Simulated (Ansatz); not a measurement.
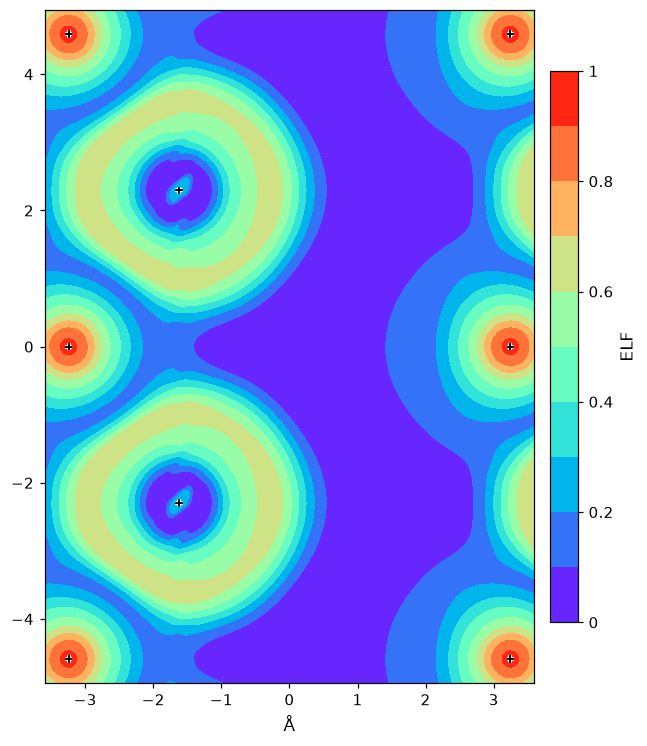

The electron localisation function on a plane through atoms (crosses mark nuclei in the plane).

Level of theory: Ansatz 0.2.0, DFT PBEsol, scalar-relativistic, plane waves, PAW.

Candidates:
A. CdTe, a = 6.49 Å, b = 6.49 Å, c = 6.49 Å, α = 90.00°, β = 90.00°, γ = 90.00°. Space group F-43m.
B. W, a = 3.15 Å, b = 3.15 Å, c = 3.15 Å, α = 90.00°, β = 90.00°, γ = 90.00°. Space group Im-3m.

**Which candidate gave the map?**

Candidate A: CdTe on the (110) plane of the conventional cell, which holds Cd and Te. Cd–Te (2.81 Å): the ELF is about 0.50 at the midpoint.
